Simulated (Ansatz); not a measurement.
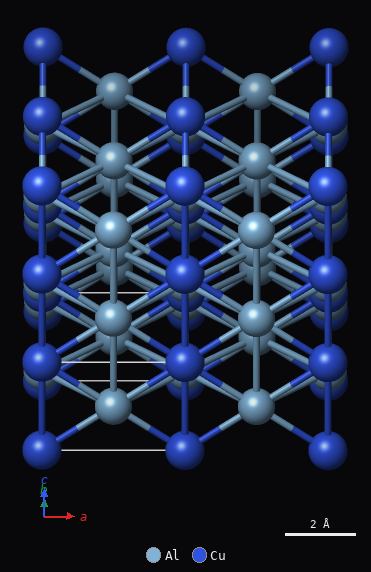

This is the input geometry for a relaxation of solid Al2Cu (set up in P4/mmm). The picture is a ball-and-stick view of the cell of the calculation, repeated 2 × 2 × 3 with one cell outlined, seen from a free direction.

The calculation used DFT r2SCAN, scalar-relativistic, plane waves, PAW in Ansatz.

Input
```yaml
crystal:
  lattice:
    - [4.105182, 0.0, 0.0]
    - [0.0, 4.105182, 0.0]
    - [0.0, 0.0, 2.891313]
  atoms:
    - { symbol: Al, position: [0.5, 0.0, 0.5] }
    - { symbol: Al, position: [0.0, 0.5, 0.5] }
    - { symbol: Cu, position: [0.0, 0.0, 0.0] }
basis:
  ecutwfc: 500
kpoints:
  mp_grid: { grid: [10, 10, 14] }
hamiltonian:
  xc: r2scan
scf:
  occupations: { method: gaussian, width: 0.1 }
output:
  forces: true
  stress: true
  eigenvalues: true
  write_density: true
  write_potential: true
  elf: true
  volumetric_format: npy
relax:
  adjacent_minimum: "off"
  f_tol: 0.005
  max_steps: 80
  cell: { stress_tol: 0.05 }
```

Command:
```bash
ansatz run input.yaml --threads 2 --pin off --max-ram 5120MiB --backend cpu --events-out ev --progress --plain --runs-dir out
```

Where does the relaxation end?

Answer. The atoms keep their places relative to the cell (all moves are under 0.005 Å). Cell: a = b 4.105 → 4.088 Å (−0.4 %), c 2.891 → 2.851 Å (−1.4 %). Volume −2.2 %. Among the contacts that change: Al1–Al1 2.891 → 2.851 Å, Cu3–Cu3 2.891 → 2.851 Å, Al1–Cu3 2.511 → 2.492 Å, Al1–Al2 2.903 → 2.891 Å. The space group stays P4/mmm (No. 123). Over 2 accepted moves (3 points after the start) the energy falls by 2.8 meV per atom. All forces vanish by symmetry, so only the cell relaxes. The pressure goes from −2.16 to 0.02 GPa. At 1 point the geometry stayed and the basis and grid were re-selected for the new cell (energy shift of 0.1 meV per atom at most each time). The run took 75 s on 2 threads of Intel(R) Xeon(R) Processor @ 2.50GHz (Skylake/Cascade Lake), with other jobs on the host, peak memory 0.59 GiB.

The end point in the same view:

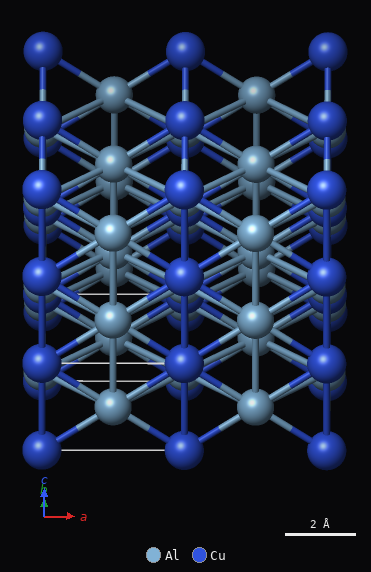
